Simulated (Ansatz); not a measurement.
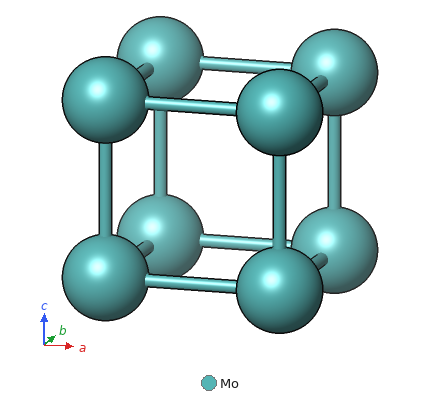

Mo (Pm-3m, No. 221): the end point of a relaxation with DFT, PBEsol, plane waves (420 eV) with PAW, scalar-relativistic (Ansatz 0.2.0); the starting structure was generated, so it need not be a known form of this composition.

```xyz
1
Lattice="2.5747 0.0000 0.0000 0.0000 2.5747 0.0000 0.0000 0.0000 2.5747" Properties=species:S:1:pos:R:3 pbc="T T T"
Mo    0.0000    0.0000    0.0000
```

Q: What will an integrated-DPC-like image along [111] show? Simulated as the projected potential of neutral atoms (B = 0.5 Å²) blurred by a 0.86 Å probe, the thin-sample limit of integrated differential phase contrast. Shot noise was added.

A: The columns repeat on a hexagonal net with a repeat of 2.10 Å (plane group p6mm). All columns are alike (Mo). The shortest distance between visible columns is 2.10 Å in projection. Along the beam the structure repeats every 4.46 Å.

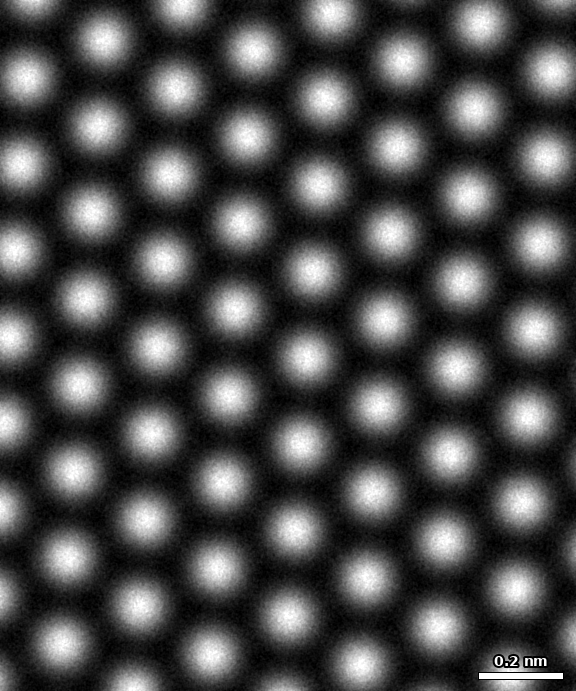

The simulated image.
